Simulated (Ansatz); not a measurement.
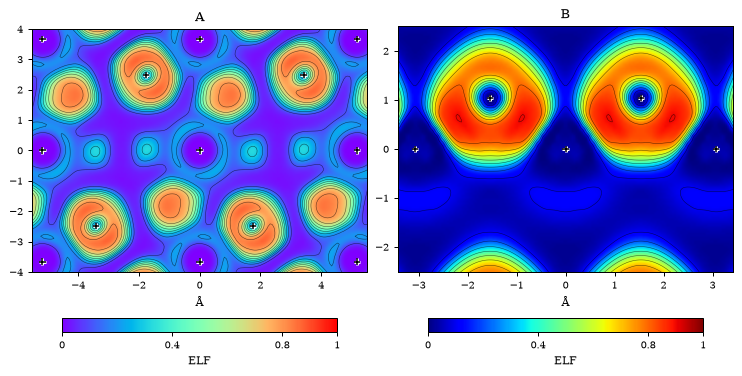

The electron localisation function of 2 systems, each on a plane through atoms (crosses mark nuclei in the plane).

These are results of Kohn-Sham DFT of a periodic cell, r2SCAN, Ansatz PAW in Ansatz 0.2.0, not measurements.

System 1: AlGaN2, the (100) plane of the conventional cell. Space group P-4m2; a structure from a database of computed crystals, not necessarily the ambient phase; computed pressure about 14 GPa in this cell.

System 2: SnO2, the (101) plane of the conventional cell. Space group Pa-3; a structure from a database of computed crystals, not necessarily the ambient phase; computed pressure about −9 GPa in this cell.

```cif
data_structure
_symmetry_space_group_name_H-M 'P 1'
_symmetry_Int_Tables_number 1
_cell_length_a 5.1753
_cell_length_b 5.1753
_cell_length_c 5.1753
_cell_angle_alpha 90.000
_cell_angle_beta 90.000
_cell_angle_gamma 90.000
_cell_volume 138.61
loop_
_atom_site_label
_atom_site_type_symbol
_atom_site_fract_x
_atom_site_fract_y
_atom_site_fract_z
_atom_site_occupancy
Sn1 Sn 0.00000 0.00000 0.00000 1
Sn2 Sn 0.50000 0.00000 0.50000 1
Sn3 Sn 0.50000 0.50000 0.00000 1
Sn4 Sn 0.00000 0.50000 0.50000 1
O1 O 0.66110 0.83890 0.16110 1
O2 O 0.83890 0.16110 0.66110 1
O3 O 0.16110 0.66110 0.83890 1
O4 O 0.33890 0.33890 0.33890 1
O5 O 0.66110 0.66110 0.66110 1
O6 O 0.83890 0.33890 0.16110 1
O7 O 0.16110 0.83890 0.33890 1
O8 O 0.33890 0.16110 0.83890 1
```

Match each panel to its system.

Panel A is system 2, SnO2: the plane holds Sn and O. Sn–O (2.11 Å): the ELF peaks at about 0.80 in the valence shell of O, 0.6 Å from its nucleus, and is about 0.25 at the midpoint: no localised pair shows between them. Panel B is system 1, AlGaN2: the plane holds Al and N. Al–N (1.85 Å): the ELF peaks at about 0.90 between the atoms, as expected for a shared but strongly polarised pair.
